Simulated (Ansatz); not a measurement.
Si2Ni

```yaml
crystal:
  lattice:
    - [5.39141, 2.69570, -2.69570]
    - [0.00000, 2.69570, 2.69570]
    - [0.00000, -2.69570, 2.69570]
  atoms:
    - { symbol: Si, position: [0.75250, 0.00019, 0.25085] }
    - { symbol: Si, position: [0.25250, 0.50019, 0.25085] }
    - { symbol: Si, position: [0.24881, 0.00063, 0.74989] }
    - { symbol: Si, position: [0.74881, 0.50063, 0.74989] }
    - { symbol: Ni, position: [0.99787, 0.00000, 0.99926] }
    - { symbol: Ni, position: [0.49787, 0.50000, 0.99926] }
```

Space group Cm; changed on purpose from its base cell (all atoms moved at random, sigma 0.02 A a component); computed without spin polarisation.

Theory: Ansatz 0.2.0, DFT PBEsol, scalar-relativistic, plane waves, PAW.

Core electrons are frozen (PAW), and the valence fields are smoothed inside the atomic spheres.

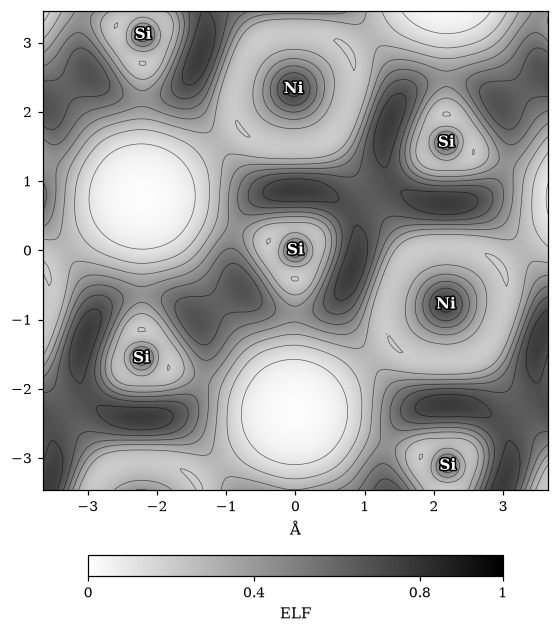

Figure 1. ELF on the (010) plane of the conventional cell.

Q: What does the map show?

A:
- The section cuts through Si and Ni sites.
- Si–Ni (2.33 Å): the ELF peaks at about 0.75 in the valence shell of Si, 0.9 Å from its nucleus, and is about 0.50 at the midpoint.
- The features right at Ni lie inside the PAW spheres, where the map follows smoothed inner orbitals and isn't to be read closely.

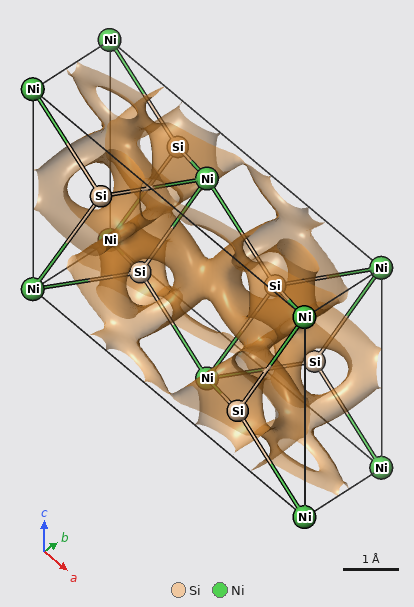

Figure 2. Isosurface of the ELF at 0.6 (orange), seen slightly off an axis. Core shells and regions of very low density are left out. Sticks mark near contacts.

Q: What do the ELF domains correspond to?

A: The ELF exceeds this value in one network that runs through the whole crystal, counted in one cell of 6 atoms. Any copies at cell faces, edges or corners count once. Profiles from the grid: Si–Ni (2.31 Å): the ELF peaks at about 0.75 in the valence shell of Si, 0.9 Å from its nucleus, and is about 0.50 at the midpoint.

Q: Does the calculation give a band gap?

A: It is gapless in this calculation (a metal or semimetal).
